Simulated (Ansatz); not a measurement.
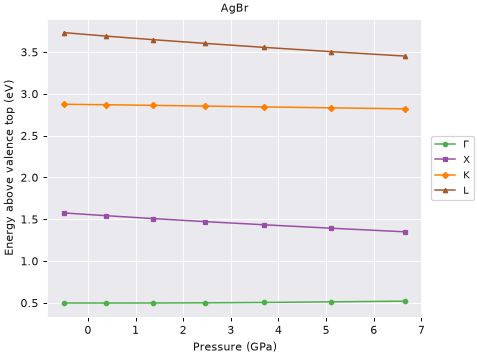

Lowest conduction level at each named k point, counted from the valence-band top at L.

System: rocksalt AgBr, space group Fm-3m (No. 225), 2 atoms in the primitive cell. The cell is scaled uniformly. Method: rPW86-PBE+rVV10, Ansatz PAW, no spin polarisation, no spin-orbit coupling, 8×8×8 k mesh, 420 eV cutoff, Fermi-Dirac smearing of 0.05 eV (Ansatz 0.2.0).

### How does each level move from −0.5 GPa to 6.7 GPa?

Γ stays within 0.02 eV, X falls by 0.22 eV, K falls by 0.05 eV and L falls by 0.28 eV.

### Which of these conduction levels is lowest, and does that change?

The lowest is the one at Γ, over the whole range, so among these points the gap stays indirect.

### What are the pressure coefficients?

Straight lines through the points have slopes of +3 at Γ, −31 at X, −8 at K and −39 at L (meV per GPa).

The values:
```
pressure  Γ (eV)  X (eV)  K (eV)  L (eV)  volume (Å³/atom)
−0.5 GPa    0.50    1.57    2.87    3.73             25.06
 0.4 GPa    0.50    1.54    2.87    3.69             24.59
 1.4 GPa    0.50    1.51    2.86    3.65             24.12
 2.5 GPa    0.50    1.47    2.85    3.60             23.64
 3.7 GPa    0.50    1.43    2.84    3.56             23.17
 5.1 GPa    0.51    1.39    2.83    3.50             22.70
 6.7 GPa    0.52    1.35    2.82    3.45             22.22
```

Spin-orbit coupling is left out, which matters for Br. The PAW data sets were made with another functional. LDA, GGA and most meta-GGA functionals understate gaps.
